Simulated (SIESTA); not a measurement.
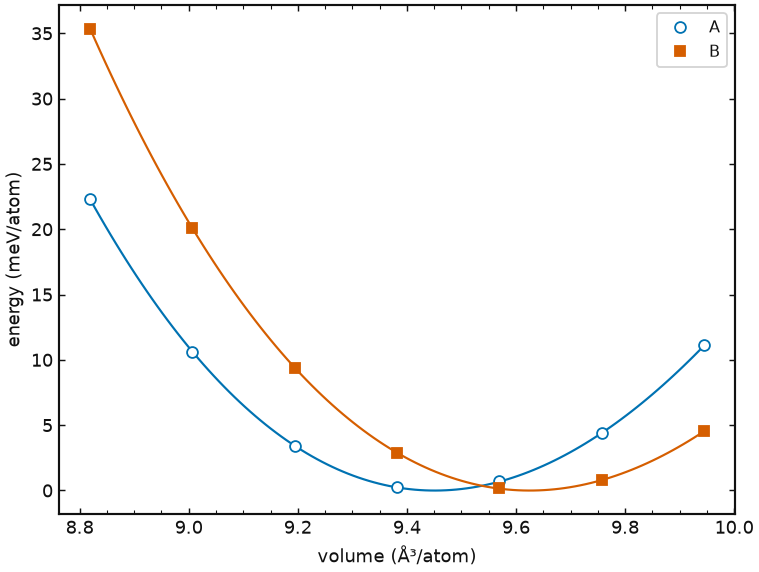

The figure compares two calculations of the energy against volume, each curve from its own zero. The first is for MgO₂, space group Pa-3 (No. 205).

The cell holds 12 atoms.

Calculation (SIESTA 5.4.2): DFT in numerical atomic orbitals with pseudopotentials, no spin polarisation; energies at scaled volumes of the given cell, shape and fractions fixed, counted from the fit's minimum, third-order Birch-Murnaghan fit. Level: PBEsol.

- k mesh: 4×4×4
- occupations: Fermi–Dirac
- smearing width: 0.05 eV
- potentials: PseudoDojo 0.4 standard, converted to PSML, two zetas on semicore shells
- program settings: basis DZP, mesh cutoff 800 Ry

In the second, the level changes from PBEsol to PBEsol with D3(BJ). The second calculation uses k mesh 6×6×6.

Which of A and B is the second calculation, and what did the change do?

A. The equilibrium volume falls from 9.62 to 9.45 Å³/atom (−1.8 %) and the bulk modulus rises from 145 to 150 GPa (+3.4 %).

For both, limits of the calculation: mulliken charges of long orbitals; shape and atomic fractions are frozen while scaling, which makes layered, chain and framework solids too stiff.

V0 and the bulk modulus come from third-order Birch–Murnaghan fits.
